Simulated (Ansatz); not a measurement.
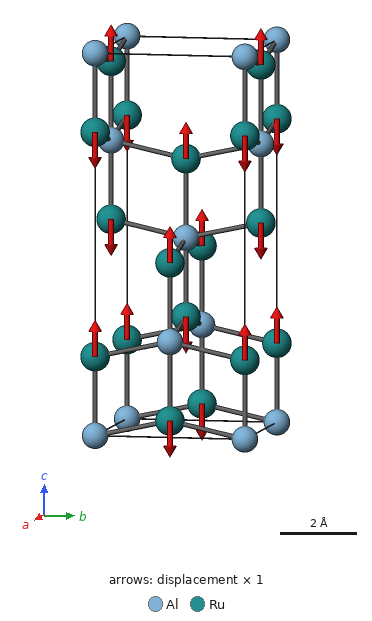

This is a relaxation of crystalline AlRu2 (built on the anatase_141 type) (coarse preliminary run). The starting structure is drawn; red arrows show the displacements (the part carried along by the change of the cell is left out), at their true length.

Style: ball-and-stick. Shown: the conventional cell (2 times the calculation's cell), slightly off an axis. Lengths and directions refer to the drawn axes.

Case: anatase type (I4_1/amd, No. 141).

Theory: Ansatz 0.2.0, DFT PBE, scalar-relativistic, plane waves, PAW.

The input:
```yaml
crystal:
  lattice:
    - [-2.041992888, 2.041992888, 5.1327662711]
    - [2.041992888, -2.041992888, 5.1327662711]
    - [2.041992888, 2.041992888, -5.1327662711]
  atoms:
    - { symbol: Al, position: [0.0, 0.0, 0.0] }
    - { symbol: Al, position: [0.75, 0.25, 0.5] }
    - { symbol: Ru, position: [0.2066, 0.2066, 0.0] }
    - { symbol: Ru, position: [0.9566, 0.4566, 0.5] }
    - { symbol: Ru, position: [0.5434, 0.0434, 0.5] }
    - { symbol: Ru, position: [0.7934, 0.7934, 0.0] }
basis:
  ecutwfc: 420
kpoints:
  mp_grid: { grid: [6, 6, 6] }
hamiltonian:
  xc: pbe
scf:
  occupations: { method: gaussian, width: 0.1 }
  lower_state_search: "off"
output:
  forces: true
  stress: true
  eigenvalues: true
relax:
  adjacent_minimum: "off"
  f_tol: 0.04
  max_steps: 70
  cell: { stress_tol: 0.4 }
```

Run as
```bash
ansatz run input.yaml --threads 1 --pin off --max-ram 2560MiB --backend cpu --events-out ev --progress --plain --runs-dir out
```

> Which element moves most?

Ruthenium: up to 0.99 Å, against 0.00 Å for aluminium.

> What did the optimiser do to the structure, and how much energy did it gain?

The largest moves relative to the cell, 0.99 Å, are those of Ru3, Ru4, Ru5 and Ru6. Ru6 goes along −c. Al stays in place. The drawn cell changes as follows: a = b 4.084 → 4.809 Å (+17.7 %), c 10.266 → 7.875 Å (−23.3 %); the volume changes by +6.3 %. Near-neighbour distances that change, for instance: Ru3–Ru6 6.024 → 2.637 Å, Ru3–Ru5 4.015 → 2.495 Å, Ru3–Ru5 (another image) 2.641 → 4.058 Å, Al1–Ru3 2.121 → 2.619 Å. New bonds form: Ru3–Ru5 (4.02 → 2.50 Å), Ru3–Ru6 (6.02 → 2.64 Å), Ru4–Ru5 (6.02 → 2.64 Å), Ru4–Ru6 (4.02 → 2.50 Å). Bond angles that change, for instance: Ru3–Al1–Ru4 102.3° → 74.9°, Ru3–Al1–Ru5 77.7° → 105.1°, Al1–Ru4–Al2 102.3° → 74.9°. The space group stays I4_1/amd (No. 141). The energy falls by 1993 meV per atom in 14 accepted moves (16 points after the start). Largest force component: 4.9 eV/Å at the start, 0.0011 eV/Å at the end. The pressure goes from 70.96 to 0.00 GPa. At 2 points the geometry stayed and the basis and grid were re-selected for the new cell (energy shift of 22.3 meV per atom at most each time). The run took 55 s on 1 thread of Intel(R) Xeon(R) 6975P-C (Granite Rapids) (shared host), peak memory 0.46 GiB.
